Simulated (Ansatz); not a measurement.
Consider AlN.

The calculation's input:

```
crystal:
  lattice:
    - [3.0773956249, -0.000959241, -0.0011499718]
    - [-1.5395285394, 2.683382858, -0.0212041752]
    - [-0.0018428201, -0.0403001122, 5.0138650967]
  atoms:
    - { symbol: Al, position: [0.3938327523, 0.6584587025, 0.0093419863] }
    - { symbol: Al, position: [0.6992444927, 0.4195482218, 0.509634393] }
    - { symbol: "N", position: [0.2962389914, 0.6288822108, 0.407842178] }
    - { symbol: "N", position: [0.6106837636, 0.2931108649, 0.8431814426] }
basis:
  ecutwfc: 500
kpoints:
  mp_grid: { grid: [12, 12, 4] }
hamiltonian:
  xc: r2scan
scf:
  occupations: { method: gaussian, width: 0.05 }
output:
  forces: true
  stress: true
  eigenvalues: true
  write_density: true
  write_potential: true
  elf: true
  volumetric_format: npy
relax:
  adjacent_minimum: "off"
  f_tol: 0.01
  max_steps: 80
  cell: { stress_tol: 0.1 }
```

Launched as:

```sh
ansatz run input.yaml --threads 1 --pin off --max-ram 2560MiB --backend cpu --events-out ev --progress --plain --runs-dir out
```

Below, planes, directions and counts refer to the conventional cell (a = 3.11 Å, b = 3.11 Å, c = 4.98 Å, α = 90.00°, β = 90.00°, γ = 120.00°).

The fields are those of the run's last geometry, not of the input's.

Space group P6₃mc; changed on purpose from its base cell (all atoms moved at random, sigma 0.25 A a component, cell strained at random, sigma 0.01; relaxed back).

The calculation used DFT r2SCAN, scalar-relativistic, plane waves, PAW in Ansatz 0.2.0.

Q: Predict the valence pseudo-density and electron localisation function between the atoms.

A: Al–N (1.90 Å): the density is about 0.68 e/Å³ at the midpoint; the ELF peaks at about 0.90 between the atoms: a shared but strongly polarised pair.

Q: Does the calculation make it a metal, or give it a gap?

A: It is gapped, with a Kohn–Sham gap of 4.9 eV on the k-point mesh (the band edges may lie off the mesh, which would make the gap smaller).

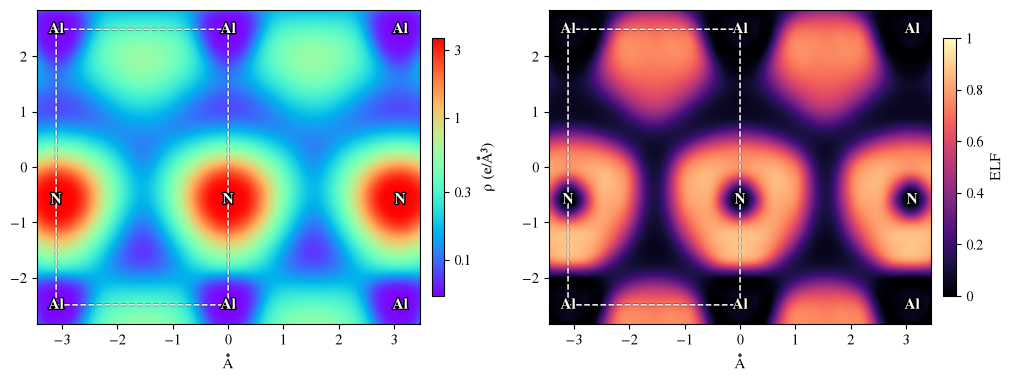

Computed valence pseudo-density and electron localisation function on the (100) plane of the conventional cell, in this order. Atoms just off the plane (Al, 0.9 Å away and N, 0.9 Å away) can leave unmarked features too.

The density is the valence pseudo-density of a PAW calculation; it isn't the true density close to the nuclei.
